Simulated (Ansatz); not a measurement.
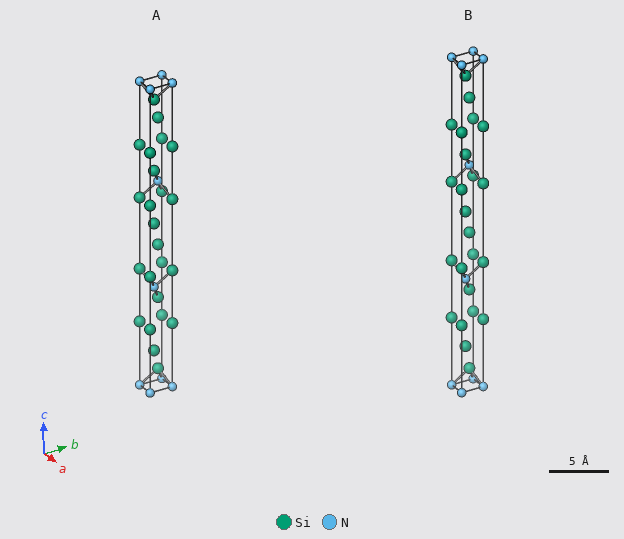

Two geometries of solid Si$_{4}$N (a generated structure, set up in R-3m), drawn at one scale. One is the start of a relaxation, the other its converged end. Style: ball-and-stick. Shown: the conventional cell (3 times the calculation's cell), slightly off an axis. Lengths and directions refer to the drawn axes.

Method: DFT PBE, scalar-relativistic, plane waves, PAW (Ansatz 0.2.0). Set-up: plane-wave cutoff 420 eV; k-point mesh 18 × 18 × 18; occupations gaussian; smearing width 0.1 eV; no spin polarisation; cell and atoms relaxed; force threshold 0.01 eV/Å; at most 80 steps.

> Which geometry has the lower energy?

Structure A is the relaxed one. The largest moves relative to the cell, 0.093 Å, are those of Si atoms. N stays in place. The drawn cell changes as follows: a = b 2.739 → 2.835 Å (+3.5 %), c 28.767 → 26.663 Å (−7.3 %); the volume changes by −0.7 %. Some distances before and after: N–Si 2.072 → 2.102 Å. Bond angles that change, for instance: Si–N–Si 82.7° → 84.8°, N–Si–N 82.7° → 84.8°, Si–N–Si 97.3° → 95.2°. The space group stays R-3m (No. 166). The energy falls by 0.154 eV per cell of the calculation in 6 accepted moves (9 points after the start). Largest force component: 0.21 eV/Å at the start, 0.00018 eV/Å at the end. Pressure: 0.17 GPa at the start and 0.01 GPa at the end. The line search rejected the trial step at point 3 of the run. At 2 points the geometry stayed and the basis and grid were re-selected for the new cell (energy shift of 2.8 meV per cell of the calculation at most each time).
